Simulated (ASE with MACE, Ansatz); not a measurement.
# A vacancy of Ru at several sites of (20-21) twin boundary in hcp Co with 12 % Ru, 5 of 10 solute atoms at the boundaries (80 atoms), part 2 of 4

At which site of (20-21) twin boundary in hcp Co with 12 % Ru, 5 of 10 solute atoms at the boundaries (80 atoms) does a vacancy of Ru cost least, and what about the site decides it?

Ansatz 0.2.0; Kohn-Sham DFT, PBE, PAW (set soft_2), plane waves.

The cell: 70 Co and 10 Ru. The cell is under 6 Å thick along one periodic direction.

So far. Step 2 (Single point at the start): The r.m.s. force at the start is 0.16 eV/Å.

### 3. Relaxation

With the cell held, the atoms are moved downhill towards a nearby minimum.

input.yaml

```yaml
crystal:
  lattice:
    - [8.52022, 0.0, 0.0]
    - [-0.74232, 4.97472, 0.0]
    - [0.0, 0.0, 21.15943]
  atoms:
    [... the 80 atom lines of step 2 ...]
magnetization:
  spin_polarized: true
kpoints:
  mp_grid: { grid: [2, 3, 1] }
hamiltonian:
  xc: pbe
scf:
  occupations: { method: fermi_dirac, width: 0.1 }
  lower_state_search: "off"
output:
  forces: true
relax:
  f_tol: 0.05
  max_steps: 150
```

Launch:

```
$ ansatz run input.yaml --threads 6 --pin off --max-ram 102400MiB --backend cuda --events-out ev --progress --plain --runs-dir out
```

Numbers of over 12 decimals in the logs are rounded to 6 here.

What it wrote:

```text
[...]
GPU FFT provider: cuFFT
GPU libraries: cuBLAS 13.8.2, cuFFT 12.4.0, cuSOLVER 12.3.4
Crystal: 80 atoms, lattice volume = 896.857 Å³
Basis set: ecut = 420 eV, 17613 PW (Γ), exchange–correlation on 120×72×288 points (8 copies of the dense FFT grid, shifted against one another)
Bands: 882, of which v1, the nominal top of the filled ones, is band 675 counted from 1 (674 counted from 0)
Symmetry: 1 space group operations
[...]
k-points: 4 of 6 (time reversal used)
[...]
Starting moments: Σ|m| = 119 μB on 70 of 80 sites
[...]
GPU buffer pool allocated for 311040 grid points (all kernels)
[...]
SCF iter   1: F=—  HF=-417658.217270 eV  |F-HF|=—  |Δ(HF+E_count)|=         —  Δρ=1.15e-1 (↑9.07e-2 ↓1.15e-1)  dr2=9.43e2  dr2_m=1.48e1  M=79.621 μB ∫|m|=86.409 μB  β_m=0.30  ethr=3.10e-3  ⟨swp⟩=4.0  Hψ=20731  notcnv=0  defer=554
[...]
SCF iter  28: F=-417609.643835 eV  HF=-417609.643862 eV  |F-HF|=2.67e-5  |Δ(HF+E_count)|=   6.11e-6  Δρ=4.39e-5 (↑2.27e-5 ↓4.39e-5)  dr2=2.94e-5  dr2_m=4.33e-6  M=109.382 μB ∫|m|=118.987 μB  ethr=4.63e-9  ⟨swp⟩=2.0  Hψ=16015  notcnv=0
SCF 1 converged in 28 iterations: F = -417609.643835 eV  dr2 = 2.94e-5
[...]
relax step   1: F+E_penalty+E_count = -417609.64383523 eV  Δ(F+E_penalty+E_count) = +0.000e0 eV  max|allowed force component| = 7.870e-1 eV/Å  Δτ_max = 0.0000 Å  (28 SCF iters, dr2 threshold 6.25e-5 eV, accepted)
[... from here on, the SCF cycles and remarks between the steps are left out ...]
relax step   2: F+E_penalty+E_count = -417609.85208783 eV  Δ(F+E_penalty+E_count) = -2.083e-1 eV  max|allowed force component| = 4.025e-1 eV/Å  Δτ_max = 0.0417 Å  (12 SCF iters, dr2 threshold 3.87e-5 eV, accepted)
relax step   3: F+E_penalty+E_count = -417610.00035956 eV  Δ(F+E_penalty+E_count) = -1.483e-1 eV  max|allowed force component| = 1.721e-1 eV/Å  Δτ_max = 0.2000 Å  (22 SCF iters, dr2 threshold 1.01e-5 eV, accepted)
relax step   4: F+E_penalty+E_count = -417610.11881255 eV  Δ(F+E_penalty+E_count) = -1.185e-1 eV  max|allowed force component| = 1.667e-1 eV/Å  Δτ_max = 0.2000 Å  (23 SCF iters, dr2 threshold 5.41e-6 eV, accepted)
relax step   5: F+E_penalty+E_count = -417610.18422866 eV  Δ(F+E_penalty+E_count) = -6.542e-2 eV  max|allowed force component| = 2.502e-1 eV/Å  Δτ_max = 0.1986 Å  (23 SCF iters, dr2 threshold 5.08e-6 eV, accepted)
relax step   6: F+E_penalty+E_count = -417610.25396028 eV  Δ(F+E_penalty+E_count) = -6.973e-2 eV  max|allowed force component| = 1.378e-1 eV/Å  Δτ_max = 0.0604 Å  (13 SCF iters, dr2 threshold 5.88e-5 eV, accepted)
relax step   7: F+E_penalty+E_count = -417610.34813580 eV  Δ(F+E_penalty+E_count) = -9.418e-2 eV  max|allowed force component| = 6.524e-2 eV/Å  Δτ_max = 0.1507 Å  (21 SCF iters, dr2 threshold 5.76e-6 eV, accepted)
relax step   8: F+E_penalty+E_count = -417610.32868963 eV  Δ(F+E_penalty+E_count) = +1.945e-2 eV  max|allowed force component| = 1.638e-1 eV/Å  Δτ_max = 0.1471 Å  (30 SCF iters, rejected (line search))
relax step   9: F+E_penalty+E_count = -417610.36055353 eV  Δ(F+E_penalty+E_count) = -1.242e-2 eV  max|allowed force component| = 3.227e-2 eV/Å  Δτ_max = 0.0571 Å  (27 SCF iters, accepted)
SCF converged after 27 iterations
Magnetization: 108.3643 μB (729.1822 up, 620.8178 down)
Absolute magnetization: 118.1808 μB (∫|ρ↑−ρ↓|, with the PAW one-centre terms)
[...]
Per-site moments (μB) at R_I (Å): [(1.739886, 0.926298), (1.671978, 0.982319), (1.548980, 1.020427), (1.564520, 0.992697), (1.401092, 0.990709), [...]
Free energy (F): -417610.360554 eV
[...]
Internal energy: -417607.212697 eV  (E = F + TS)
E sigma→0 (E₀):  -417608.786625 eV
Entropy (-TS):   -3.147857 eV (-39.348 meV/atom)
Fermi energy:    19.406810 eV
[...]
--- Forces (eV/Å), atoms counted from 1 ---
  atom   1  Co    -0.02002851    -0.02730530     0.01691459
  atom   2  Co    -0.00790171    -0.00936705    -0.00287072
  atom   3  Co    -0.00151325     0.00807748    -0.00024097
  atom   4  Co     0.00370131     0.00949420     0.01269607
  atom   5  Co    -0.01341130    -0.00010353     0.00001435
  atom   6  Co     0.00198015    -0.00456077     0.00039571
  atom   7  Co     0.00025950     0.00073662    -0.00157642
  atom   8  Co     0.00109246     0.00615579     0.00452684
  atom   9  Ru     0.00442900    -0.00371750     0.01126133
  atom  10  Co    -0.00154615     0.00572024     0.00375356
  atom  11  Co    -0.00423396     0.00413140     0.00675685
  atom  12  Co     0.00667360     0.00428187     0.00748472
  atom  13  Ru    -0.00798417     0.01376797     0.00247367
  atom  14  Co    -0.00266696     0.00439788     0.00693516
[...]
atom  79  Co     0.00857929     0.00284064    -0.00232691
  atom  80  Co     0.00299862     0.02658435     0.01276430
  max |Σ_I F_I| component: 3.07e-5 eV/Å
--- Relaxed structure (9 steps of the walk, 8 accepted, 0 SCFs on fresh bases) ---
  F+E_penalty+E_count = -417610.36055353 eV   max|allowed force component| = 3.227e-2 eV/Å
  atoms:
    - { symbol: Co, position: [0.570805, 0.388235, -0.000457191] }
    - { symbol: Co, position: [0.819820, 0.182723, 0.014201] }
    - { symbol: Co, position: [0.101471, 0.239169, 0.051784] }
    - { symbol: Co, position: [0.357592, 0.061873, 0.053886] }
[...]
- { symbol: Co, position: [0.054362, 0.649634, 0.502103] }
```

Wall time 58 s (1 × NVIDIA H100 80GB HBM3 with 6 threads of AMD EPYC 7R13 (Zen 3), shared host); peak memory 1.7 GiB; 2.7 min of CPU time.

That memory is the host's; the program planned 23.7 GiB on the GPU.

The relaxation converged after 9 steps, 0.717 eV below its start, with a largest force component of 0.032 eV/Å.

### 4. Single point at the relaxed geometry

The electronic structure is read at the final geometry, in a run of its own.

input.yaml

```yaml
crystal:
  lattice:
    - [8.52022, 0.0, 0.0]
    - [-0.74232, 4.97472, 0.0]
    - [0.0, 0.0, 21.15943]
  atoms:
    - { symbol: Co, position: [0.57081, 0.38824, 0.99954], spin: 1.7 }
    - { symbol: Co, position: [0.81982, 0.18272, 0.0142], spin: 1.7 }
    - { symbol: Co, position: [0.10147, 0.23917, 0.05178], spin: 1.7 }
    - { symbol: Co, position: [0.35759, 0.06187, 0.05389], spin: 1.7 }
    - { symbol: Co, position: [0.63173, 0.13561, 0.09948], spin: 1.7 }
    - { symbol: Co, position: [0.88821, 0.44159, 0.10996], spin: 1.7 }
    [... 68 atom lines left out ...]
    - { symbol: Co, position: [0.73185, 0.59108, 0.61165], spin: 1.7 }
    - { symbol: Co, position: [0.99405, 0.89937, 0.60067], spin: 1.7 }
    - { symbol: Co, position: [0.26626, 0.97833, 0.55711], spin: 1.7 }
    - { symbol: Co, position: [0.51961, 0.79386, 0.5539], spin: 1.7 }
    - { symbol: Co, position: [0.80433, 0.85557, 0.51683], spin: 1.7 }
    - { symbol: Co, position: [0.05436, 0.64963, 0.5021], spin: 1.7 }
magnetization:
  spin_polarized: true
kpoints:
  mp_grid: { grid: [2, 3, 1] }
hamiltonian:
  xc: pbe
scf:
  occupations: { method: fermi_dirac, width: 0.1 }
  lower_state_search: "off"
output:
  forces: true
  stress: true
  populations: true
  dos:
    method: { smearing: { sigma: 0.08 } }
    de: 0.1
    projected:
      site_lists:
        Co: [Co]
        Ru: [Ru]
        lower_grain: [0, 1, 2, 3, 4, 5, 6, 7, 8, 9, 10, 11, 12, 13, 14, 15, 16, 17, 18, 19, 40, 41, 42, 43, 44, 45, 46, 47, 48, 49, 50, 51, 52, 53, 54, 55, 56, 57, 58, 59]
        upper_grain: [20, 21, 22, 23, 24, 25, 26, 27, 28, 29, 30, 31, 32, 33, 34, 35, 36, 37, 38, 39, 60, 61, 62, 63, 64, 65, 66, 67, 68, 69, 70, 71, 72, 73, 74, 75, 76, 77, 78, 79]
  eigenvalues: true
  write_density: true
  write_potential: true
  volumetric_format: npy
```

What it wrote:

```text
[...]
GPU FFT provider: cuFFT
GPU libraries: cuBLAS 13.8.2, cuFFT 12.4.0, cuSOLVER 12.3.4
Crystal: 80 atoms, lattice volume = 896.857 Å³
Basis set: ecut = 420 eV, 17613 PW (Γ), exchange–correlation on 120×72×288 points (8 copies of the dense FFT grid, shifted against one another)
Bands: 882, of which v1, the nominal top of the filled ones, is band 675 counted from 1 (674 counted from 0)
Symmetry: 1 space group operations
[...]
k-points: 4 of 6 (time reversal used)
[...]
Starting moments: Σ|m| = 119 μB on 70 of 80 sites
[...]
GPU buffer pool allocated for 311040 grid points (all kernels)
[...]
SCF iter   1: F=—  HF=-417659.591897 eV  |F-HF|=—  |Δ(HF+E_count)|=         —  Δρ=1.16e-1 (↑9.06e-2 ↓1.16e-1)  dr2=9.21e2  dr2_m=1.47e1  M=79.973 μB ∫|m|=86.762 μB  β_m=0.30  ethr=3.10e-3  ⟨swp⟩=4.0  Hψ=20694  notcnv=0  defer=561
[...]
SCF iter  41: F=-417610.360551 eV  HF=-417610.360551 eV  |F-HF|=3.24e-8  |Δ(HF+E_count)|=   1.51e-9  Δρ=1.47e-6 (↑7.16e-7 ↓1.47e-6)  dr2=3.52e-8  dr2_m=4.44e-9  M=108.365 μB ∫|m|=118.154 μB  ethr=7.41e-12  ⟨swp⟩=6.0  Hψ=31618  notcnv=0
SCF 1 converged in 41 iterations: F = -417610.360551 eV  dr2 = 3.52e-8
[...]
SCF converged after 41 iterations
Magnetization: 108.3645 μB (729.1823 up, 620.8177 down)
Absolute magnetization: 118.1809 μB (∫|ρ↑−ρ↓|, with the PAW one-centre terms)
[...]
Per-site moments (μB) at R_I (Å): [(1.739867, 0.926272), (1.671945, 0.982309), (1.548920, 1.020438), (1.564491, 0.992707), (1.401150, 0.990723), [...]
Free energy (F): -417610.360551 eV
[...]
Internal energy: -417607.212683 eV  (E = F + TS)
E sigma→0 (E₀):  -417608.786617 eV
Entropy (-TS):   -3.147869 eV (-39.348 meV/atom)
Fermi energy:    19.406805 eV
[...]
--- Forces (eV/Å), atoms counted from 1 ---
  atom   1  Co    -0.02055252    -0.02744867     0.01746958
  atom   2  Co    -0.00812071    -0.00938522    -0.00263890
  atom   3  Co    -0.00141429     0.00796641     0.00044319
  atom   4  Co     0.00387886     0.00991551     0.01212252
  atom   5  Co    -0.01347558     0.00033574    -0.00009072
  atom   6  Co     0.00177318    -0.00454936     0.00139887
  atom   7  Co     0.00038647     0.00071039    -0.00087340
  atom   8  Co     0.00114541     0.00625037     0.00420668
  atom   9  Ru     0.00411765    -0.00364057     0.00970801
  atom  10  Co    -0.00171733     0.00599993     0.00309804
  atom  11  Co    -0.00374692     0.00395231     0.00645961
  atom  12  Co     0.00625030     0.00411647     0.00651395
  atom  13  Ru    -0.00773477     0.01403180     0.00427715
  atom  14  Co    -0.00310174     0.00476705     0.00667333
[...]
atom  79  Co     0.00869756     0.00300948    -0.00223853
  atom  80  Co     0.00300957     0.02630857     0.01376881
  max |Σ_I F_I| component: 3.69e-6 eV/Å
--- Stress (GPa, compression-positive) ---
        1.509959      -0.592046      -0.058419
       -0.592046       3.683355       0.352147
       -0.058419       0.352147       3.449194
  P = ⅓ Tr σ = 2.8808 GPa (28.808 kbar)
--- Band table (eV; the first three rows and the last of 8) ---
[...]
--- Löwdin populations: 80 sites ---
  site symbol       q [e]    m [muB]
     0     Co     16.7679     1.7403
     1     Co     16.7362     1.6577
     2     Co     16.7141     1.5318
[...]
79     Co     16.7475     1.7434
  spilling = 0.011635 (of n_electrons = 1350.000000)
```

It took 17 s on 1 × NVIDIA H100 80GB HBM3 with 6 threads; peak memory 2.3 GiB.

That memory is the host's; the program planned 26.3 GiB on the GPU.

Numbers from this run:

| Quantity | Value |
| --- | --- |
| free energy | -417610.3606 eV |
| free energy per atom | -5220.1295 eV/atom |
| SCF cycles | 41 |
| pressure | 2.881 GPa |
| r.m.s. force component | 0.01015 eV/Å |
| longest force | 0.04136 eV/Å |
| Fermi energy | 19.41 eV |
| levels partly filled by over 2 per cent | 292 |
| total moment | 108.4 μB |
| absolute moment | 118.2 μB |
| spilling of the projection | 0.01163 |

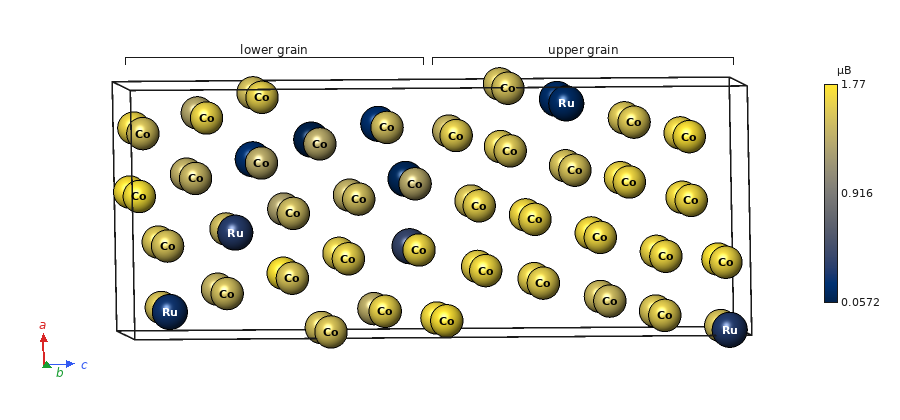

Atoms coloured by their magnetic moment.

By region:

| region | atoms | mean length of the force (eV/Å) |
| --- | --- | --- |
| lower grain | 40 | 0.015 |
| upper grain | 40 | 0.014 |

Magnetic moments by element and coordination:

| element | coordination | atoms | mean moment (μB) | spread | least | most |
| --- | --- | --- | --- | --- | --- | --- |
| Co | all | 70 | 1.58 | 0.117 | 1.29 | 1.77 |
| Co | 10 | 1 | 1.37 | 0 | 1.37 | 1.37 |
| Co | 11 | 8 | 1.63 | 0.0925 | 1.44 | 1.74 |
| Co | 12 | 61 | 1.58 | 0.117 | 1.29 | 1.77 |
| Ru | all | 10 | 0.218 | 0.101 | 0.0572 | 0.413 |

Density of states as counts of states in windows of 1 eV (from the Fermi level), total and the larger projections:

| from (eV) | to (eV) | total up | total down | Co d | upper grain | lower grain | Co s | Ru d |
| --- | --- | --- | --- | --- | --- | --- | --- | --- |
| -14 | -9 | 0.0 | 0.0 | 0.0 | 0.0 | 0.0 | 0.0 | 0.0 |
| -9 | -8 | 1.3 | 1.3 | 0.0 | 1.4 | 1.2 | 2.2 | 0.0 |
| -8 | -7 | 3.7 | 3.6 | 0.1 | 3.6 | 3.7 | 6.2 | 0.1 |
| -7 | -6 | 6.3 | 5.4 | 0.8 | 5.9 | 5.8 | 9.0 | 0.5 |
| -6 | -5 | 22.6 | 12.5 | 10.9 | 16.0 | 18.9 | 14.2 | 7.9 |
| -5 | -4 | 55.6 | 27.3 | 50.4 | 39.1 | 42.9 | 12.2 | 17.3 |
| -4 | -3 | 69.7 | 41.1 | 86.1 | 54.0 | 54.2 | 7.1 | 13.6 |
| -3 | -2 | 99.8 | 58.2 | 136.1 | 79.4 | 74.0 | 4.7 | 11.6 |
| -2 | -1 | 79.1 | 73.0 | 133.9 | 75.6 | 72.4 | 3.8 | 9.5 |
| -1 | 0 | 70.3 | 76.8 | 127.5 | 72.4 | 71.5 | 3.7 | 12.0 |
| 0 | 1 | 20.6 | 74.6 | 76.8 | 45.6 | 47.5 | 3.4 | 12.2 |
| 1 | 2 | 14.4 | 54.8 | 49.5 | 33.2 | 32.6 | 6.6 | 8.7 |
| 2 | 3 | 9.2 | 16.5 | 9.6 | 9.7 | 10.2 | 7.0 | 2.2 |
| 3 | 4 | 9.8 | 10.5 | 4.4 | 6.1 | 6.5 | 5.9 | 1.3 |
| 4 | 5 | 5.7 | 8.7 | 2.4 | 3.7 | 3.9 | 4.0 | 0.6 |

The curve was stored every 0.10 eV, coarse against its broadening of 0.08 eV, so these counts are rough.

The stored curve holds about 708 of the 1350 electrons; the rest, give or take the few that broadening carries across the Fermi level, lie in deeper levels below its range.

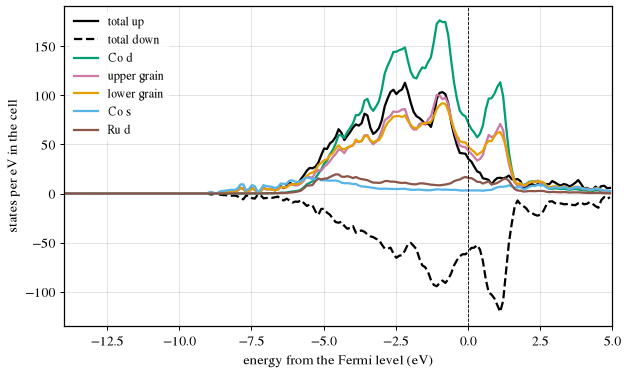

Total and projected density of states, with the broadening of the input. Down spins are drawn downwards.

The levels nearest the highest filled one (over half full), pooled over k-points and spins:

| level less the highest filled one (eV) | occupation |
| --- | --- |
| -0.0148 | 0.54 |
| -0.0082 | 0.524 |
| -0.0081 | 0.523 |
| -0.0035 | 0.512 |
| -0.0033 | 0.511 |
| 0 | 0.503 |
| 0.0083 | 0.482 |
| 0.0085 | 0.482 |
| 0.014 | 0.468 |
| 0.0154 | 0.465 |
| 0.019 | 0.456 |
| 0.0212 | 0.45 |

Planar average of the electrostatic potential energy along the normal, with the Fermi level as zero, after a running mean with a triangular window 4 Å wide at its base:

| height (Å) | potential energy (eV) |
| --- | --- |
| 0.0 | -11.17 |
| 0.9 | -11.50 |
| 1.6 | -11.46 |
| 2.5 | -11.56 |
| 3.4 | -11.91 |
| 4.3 | -11.90 |
| 5.0 | -11.64 |
| 5.9 | -11.55 |
| 6.8 | -11.63 |
| 7.5 | -11.62 |
| 8.4 | -11.82 |
| 9.3 | -11.84 |
| 10.1 | -11.51 |
| 10.9 | -11.12 |
| 11.8 | -10.85 |
| 12.6 | -10.83 |
| 13.5 | -11.27 |
| 14.3 | -11.86 |
| 15.1 | -12.07 |
| 16.0 | -11.46 |
| 16.8 | -11.00 |
| 17.6 | -10.89 |
| 18.5 | -10.89 |
| 19.4 | -10.77 |
| 20.1 | -10.84 |
| 21.0 | -11.10 |

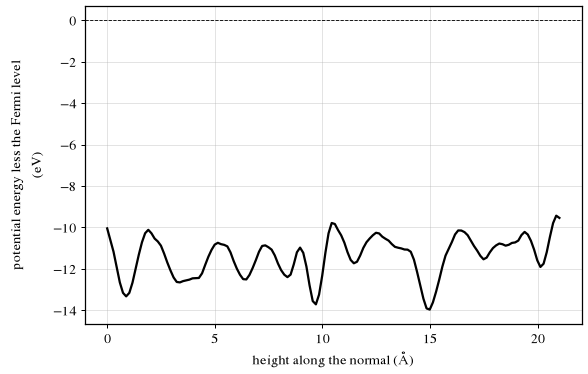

Planar average of the electrostatic potential energy; the dashed line is the Fermi level.

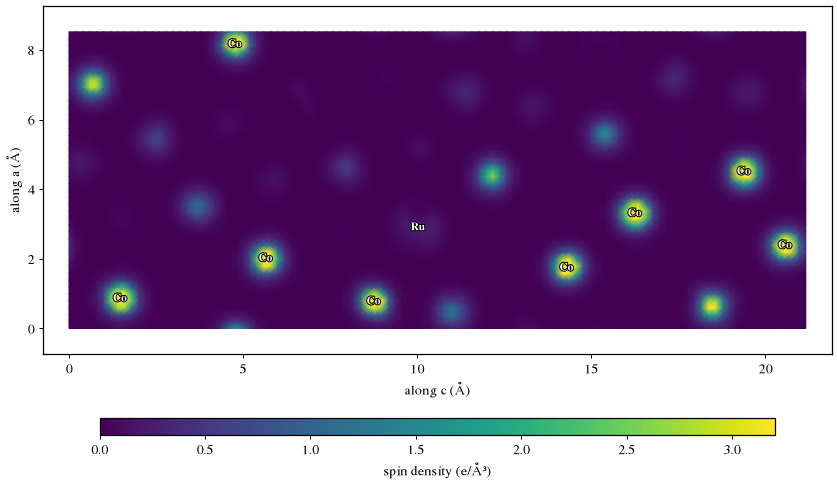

Spin density in the ca plane at fractional y = 0.239, with atoms of Co and Ru within 0.2 Å of it.

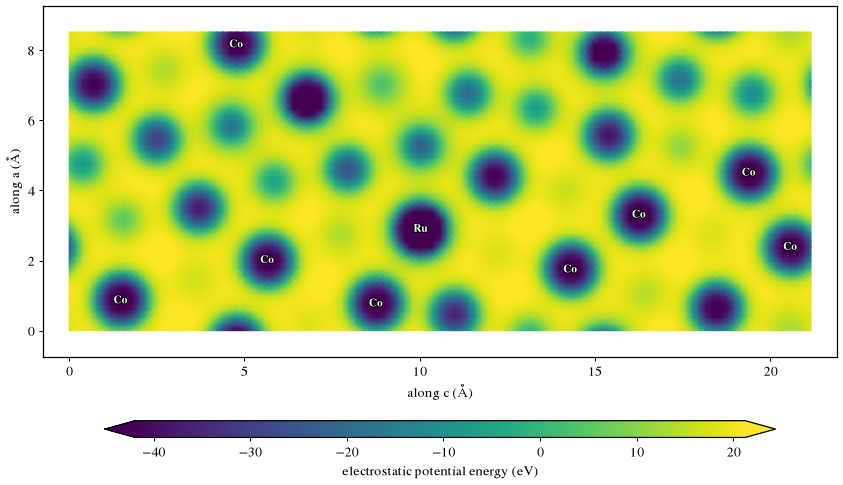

Electrostatic potential energy in the ca plane at fractional y = 0.239, with atoms of Co and Ru within 0.2 Å of it. With pseudopotentials it is smooth inside the atoms' cores, unlike the true potential.

292 levels are partly filled, by over 2 % (on the run's k-points), as in a metal. The cell holds a total moment of 108 μB; no search proves this magnetic order the lowest. Within 0.4 eV of the Fermi level the largest share is Co d (80 % of the projected weight).

(Part 2 of 4 ends here.)

[Logs are printed without paths, hosts, clocks, repeated set-up lines and the standing remarks that a program may print on its own settings, such as how far it seeks lower states.]

[Hosts, paths, dates, database ids (printed as entryN), source tags and the programs' standing remarks are cut or masked in the printed files.]
